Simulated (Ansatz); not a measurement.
**MoS3: geometry relaxation (part 2 of 2)**

MoS3 (Pm-3m, 4 atoms in the cell); DFT PBE, scalar-relativistic, plane waves, PAW, no spin polarisation (Ansatz 0.2.0); cutoff 420 eV, 10×10×10 k-mesh, Gaussian smearing of 0.1 eV. The structure was made by swapping elements on the sites of another compound; it need not be a known phase. It belongs to a series of runs on one base structure; here: ReO3 type (Pm-3m, No. 221).

Geometry of the input (Å; fractional positions):
```
4.6160  0.0000  0.0000
0.0000  4.6160  0.0000
0.0000  0.0000  4.6160
Mo 0.0000  0.0000  0.0000
S  0.5000  0.0000  0.0000
S  0.0000  0.5000  0.0000
S  0.0000  0.0000  0.5000
```

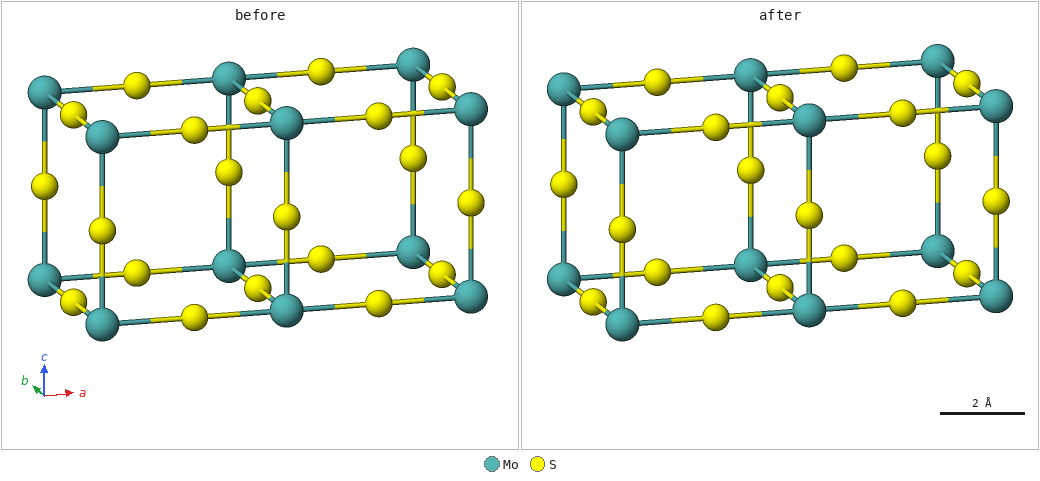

**Figure 1.** Before (left) and after (right) the relaxation, at one scale (ball-and-stick view of the cell of the calculation, repeated 2 × 1 × 1, seen slightly off an axis). Over 2 geometry steps the energy falls by 12.2 meV per atom. All forces vanish by symmetry, so only the cell relaxes. Pressure: 3.92 GPa at the start and −0.02 GPa at the end. The atoms keep their places relative to the cell (all moves are under 0.005 Å). Cell: a = b = c 4.616 → 4.681 Å (+1.4 %). Volume +4.3 %. Among the contacts that change: Mo1–S2 2.308 → 2.340 Å. The space group stays Pm-3m (No. 221). A last SCF at the same geometry on a re-selected plane-wave basis shifts the energy by −0.1 meV per atom. (Atoms are counted from 1 in the order of the input.)

```
basis re-selected at this cell: Δ(F+E_penalty+E_count) = -2.575e-4 eV, ΔP = -0.000 GPa vs the last step (what re-selecting the basis moved, of the pressure what is left beyond the Pulay correction that the steps carried, after the strain that the cell walked since its last selection, with what the two solves' SCF thresholds leave and, on support functions, any second-order correction that the steps lacked; it is no measure of the basis error at this ecutwfc). This SCF's stress stands 1.84e-2 GPa from its target on what of the cell is left free (relax.cell.stress_tol is 5.00e-2 GPa) and its largest allowed force component is 5.16e-31 eV/Å (relax.f_tol is 1.00e-2 eV/Å): within both
SCF converged after 7 iterations
Free energy (F): -7662.235615 eV
Harris-Foulkes:  -7662.235615 eV  (|F-HF|=0.00e0)
Internal energy: -7662.231564 eV  (E = F + TS)
E sigma→0 (E₀):  -7662.233590 eV
Entropy (-TS):   -0.004051 eV (-1.013 meV/atom)
Fermi energy:    4.986680 eV
--- Per-component energies (eV) ---
  E_band       = -310.767783
  E_kinetic    = 757.059234
  E_local      = -2506.625087  (includes V_loc(G=0)·N_el)
  E_nonlocal   = 226.509815
  E_hartree    = 928.415406
  E_xc         = -471.700512
  E_vxc        = -487.026410  (∫ρ·V_xc dr)
  E_paw        = -5001.223864  (= ΣΔE_a)
  E_vpaw       = -157.516166  (= ΣTr[D̂ρ^β])
  E_aug_tail   = 0.000040  (compensation charges beyond the density's cutoff)
  E_ewald      = -1594.666596
  E_smearing   = -0.004051  (= −TS)
  E_closure    = 0.000000  (closes the sum)
  Σ components = -7662.235615   (vs F -7662.235615, Δ=0.00e0)
--- Forces (eV/Å), atoms counted from 1 ---
  atom   1  Mo     0.00000000     0.00000000    -0.00000000
  atom   2  S      0.00000000    -0.00000000     0.00000000
  atom   3  S      0.00000000    -0.00000000    -0.00000000
  atom   4  S     -0.00000000    -0.00000000     0.00000000
  max |Σ_I F_I| component: 1.09e-30 eV/Å
--- Stress (GPa, compression-positive) ---
       -0.018377      -0.000000      -0.000000
       -0.000000      -0.018377       0.000000
       -0.000000       0.000000      -0.018377
  P = ⅓ Tr σ = -0.0184 GPa (-0.184 kbar)
--- Band table (eV; the first three rows and the last of 56) ---
  k-point 0: bands = ["-57.1268", "-31.2092", "-31.2092", "-31.2092", "-8.6306", "-7.2864", "-7.2864", "1.1931", "1.1931", "1.1931", "3.3428", "3.3428", "3.3428", "3.9301", "3.9301", "3.9301", "4.5564", "4.5564", "4.5564", "5.5038"]
  k-point 1: bands = ["-57.1268", "-31.2101", "-31.2091", "-31.2091", "-8.5916", "-7.2841", "-7.2738", "0.9975", "1.2058", "1.2058", "3.0133", "3.0133", "3.3456", "3.8881", "4.0336", "4.1656", "4.1656", "4.7173", "4.7173", "5.5064"]
  k-point 2: bands = ["-57.1268", "-31.2124", "-31.2091", "-31.2091", "-8.4879", "-7.2779", "-7.2368", "0.4942", "1.2453", "1.2453", "2.5534", "2.5534", "3.3529", "3.4306", "3.7820", "4.2937", "4.2937", "5.2288", "5.2288", "5.5126"]
  k-point 55: bands = ["-57.1263", "-31.2180", "-31.2180", "-31.2180", "-6.9943", "-6.9943", "-6.9943", "-1.2606", "-0.5262", "-0.5262", "0.2243", "0.2243", "0.2243", "5.3797", "5.3797", "5.3797", "6.5911", "6.5911", "6.5911", "9.8178"]
--- Relaxed structure (3 steps of the walk, 3 accepted, 1 SCFs on fresh bases) ---
  F+E_penalty+E_count = -7662.23561499 eV   max|allowed force component| = 5.156e-31 eV/Å   (the final SCF, on the basis selected at the relaxed cell)
  cell:  # Å, volume = 102.5490 Å³
    - [4.680696018283549, 1.2839532962581574e-34, 1.2839532962581572e-34]
    - [1.2839532962581574e-34, 4.680696018283549, 0.0]
    - [1.2839532962581572e-34, 0.0, 4.680696018283549]
  atoms:
    - { symbol: Mo, position: [2.444724081119645e-37, 1.0186350337610438e-38, 5.43272018032572e-38] }
    - { symbol: S, position: [0.5, -3.3954501115514304e-39, -5.432720180266626e-38] }
    - { symbol: S, position: [-8.14908027033312e-38, 0.5, -5.432720180246662e-38] }
    - { symbol: S, position: [-1.9014520631014177e-37, 4.312221643117419e-37, 0.5] }
```

Trajectory as extended XYZ (Å, eV, eV/Å), 4 frames, from step=1 to step=4
```
4
Lattice="4.6160 0.0000 0.0000 0.0000 4.6160 0.0000 0.0000 0.0000 4.6160" Properties=species:S:1:pos:R:3:forces:R:3 step=1 energy=-7662.18648 pressure_GPa=3.92
Mo    0.0000    0.0000    0.0000    0.0000   0.0000   0.0000
S     2.3080    0.0000    0.0000    0.0000   0.0000   0.0000
S     0.0000    2.3080    0.0000    0.0000   0.0000   0.0000
S     0.0000    0.0000    2.3080    0.0000   0.0000   0.0000
4
Lattice="4.6851 0.0000 0.0000 0.0000 4.6851 0.0000 0.0000 0.0000 4.6851" Properties=species:S:1:pos:R:3:forces:R:3 step=2 energy=-7662.23509 pressure_GPa=-0.26
Mo    0.0000    0.0000    0.0000    0.0000   0.0000   0.0000
S     2.3425    0.0000    0.0000    0.0000   0.0000   0.0000
S     0.0000    2.3425    0.0000    0.0000   0.0000   0.0000
S     0.0000    0.0000    2.3425    0.0000   0.0000   0.0000
4
Lattice="4.6807 0.0000 0.0000 0.0000 4.6807 0.0000 0.0000 0.0000 4.6807" Properties=species:S:1:pos:R:3:forces:R:3 step=3 energy=-7662.23536 pressure_GPa=-0.02
Mo    0.0000    0.0000    0.0000    0.0000   0.0000   0.0000
S     2.3403    0.0000    0.0000    0.0000   0.0000   0.0000
S     0.0000    2.3403    0.0000    0.0000   0.0000   0.0000
S     0.0000    0.0000    2.3403    0.0000   0.0000   0.0000
4
Lattice="4.6807 0.0000 0.0000 0.0000 4.6807 0.0000 0.0000 0.0000 4.6807" Properties=species:S:1:pos:R:3:forces:R:3 step=4 energy=-7662.23561 pressure_GPa=-0.02
Mo    0.0000    0.0000    0.0000    0.0000   0.0000   0.0000
S     2.3403    0.0000    0.0000    0.0000   0.0000   0.0000
S     0.0000    2.3403    0.0000    0.0000   0.0000   0.0000
S     0.0000    0.0000    2.3403    0.0000   0.0000   0.0000
```

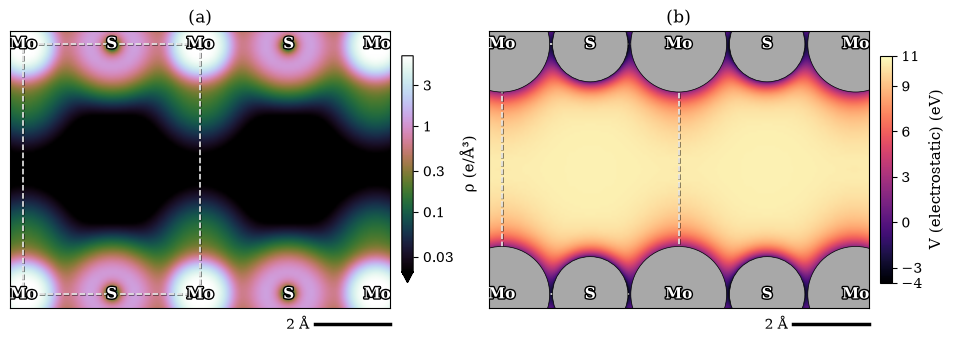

**Figure 2.** (a) valence electron density; (b) electrostatic potential (local pseudopotential plus Hartree) felt by an electron on the (101) plane of the conventional cell. Grey discs, where drawn, cover atomic cores. Mo–S (2.34 Å): ρ is about 0.62 e/Å³ halfway. The density dies away to nearly zero in the voids. Outside the cores the potential energy rises away from the atoms and is highest about 3.3 Å from the nearest atoms; outside the discs it spans about 14 eV, and its zero is arbitrary. Core electrons are frozen (PAW), so the fields are smoothed inside the atomic spheres.

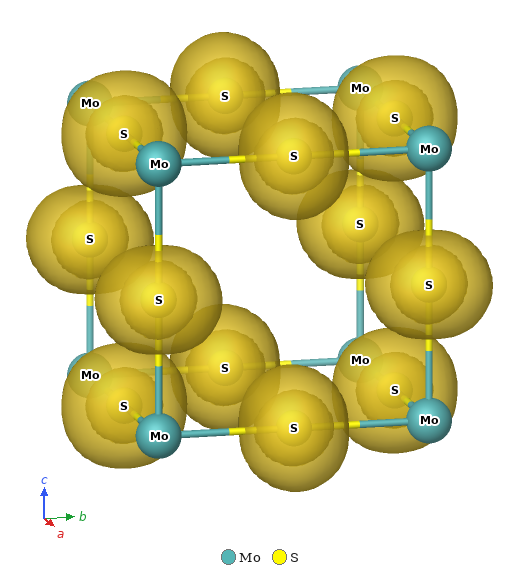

**Figure 3.** Isosurface of the electron localisation function at 0.8 (yellow), seen slightly off an axis. Only the valence region is drawn (cores and ρ < 0.01 e/Å³ removed). Sticks mark near contacts. The outline is the cell set on symmetry axes. Along the contacts the grid gives the following. Mo–S (2.34 Å): the ELF is about 0.35 at the midpoint.

Key numbers

- outcome: converged
- space group (tolerance 0.01 Å): Pm-3m (221)
- electrons treated: 32
- free energy: −7662.2356 eV
- Fermi energy: 4.987 eV
- gap on the k-point mesh: none (metallic)
- pressure: −0.02 GPa
- final volume: 102.55 Å³
- largest force (length of the vector) at the end: under 0.001 eV/Å
- final cell: a = 4.681 Å, b = 4.681 Å, c = 4.681 Å, α = 90.00°, β = 90.00°, γ = 90.00°
- wall time: 14 s
- peak memory: 0.44 GiB
